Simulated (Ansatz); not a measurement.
System: Ga.

Space group Cmce.

```
Ga
1.0
     4.52300    0.00000    0.00000
     0.00000    7.66100    0.00000
     0.00000    0.00000    4.52400
Ga
8
Direct
  0.00000 0.15490 0.08100
  0.50000 0.65490 0.08100
  0.00000 0.34510 0.58100
  0.50000 0.84510 0.58100
  0.00000 0.84510 0.91900
  0.50000 0.34510 0.91900
  0.00000 0.65490 0.41900
  0.50000 0.15490 0.41900
```

These are results of DFT PBE, scalar-relativistic, plane waves, PAW (Ansatz 0.2.0), not measurements.

**Which states lie at the band edges, or at the Fermi level if it is a metal?**

The calculation finds no gap at the Fermi level. The states at the Fermi level: Ga 4p (80 %) and Ga 4s (15 %) by Löwdin projection on a minimal orbital set.

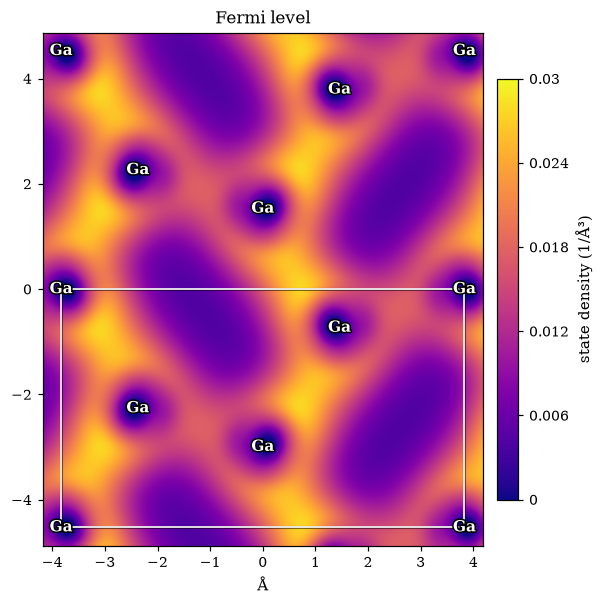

Computed densities of these states (window −0.25 to +0.25 eV about the Fermi level) on the (100) plane of the conventional cell.

Core electrons are frozen (PAW), so the fields are smoothed inside the atomic spheres.
